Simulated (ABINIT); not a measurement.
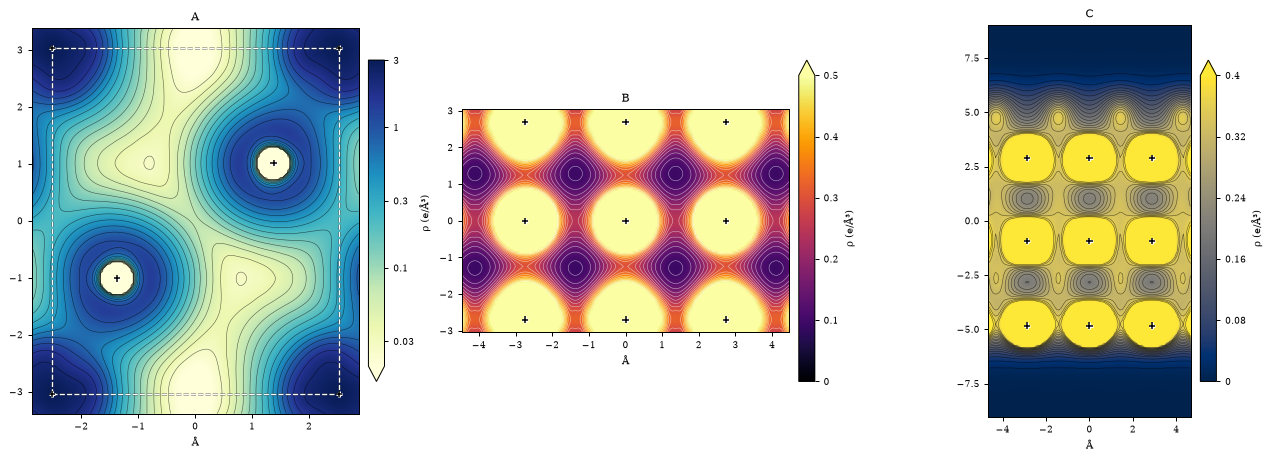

The valence pseudo-density of 3 systems, each on a plane through atoms (crosses mark nuclei in the plane).

Theory: Kohn-Sham DFT of a periodic cell, PBE, JTH PAW PBE v2.0 in ABINIT.

System 1: PtS2, the (110) plane of the conventional cell. Space group P-3m1; not relaxed (largest force 1.7 eV/Å); computed pressure about 17 GPa in this cell.

System 2: W (slab), the (100) plane of the calculation cell, a cut from vacuum to vacuum. 

```xyz
6
Lattice="2.8709 0.0000 0.0000 0.0000 2.8709 0.0000 0.0000 0.0000 25.1500" Properties=species:S:1:pos:R:3 pbc="T T T"
W     1.4354    1.4354    7.7459
W     0.0000    0.0000    9.6968
W     1.4354    1.4354   11.6326
W     0.0000    0.0000   13.5174
W     1.4354    1.4354   15.4532
W     0.0000    0.0000   17.4041
```

System 3: GaAs, the (11̄0) plane of the conventional cell. Space group P4/mmm; a generated structure, not necessarily the stable one.

Match each panel to its system.

Panel A is system 1, PtS2: the plane holds Pt and S. Pt–S (2.33 Å): ρ at the midpoint is about 0.72 e/Å³. Panel B is system 3, GaAs: the plane holds Ga and As. Ga–As (2.69 Å): ρ at the midpoint is about 0.31 e/Å³. Panel C is system 2, W: the plane holds W. W–W (2.87 Å): ρ is about 0.36 e/Å³ halfway.
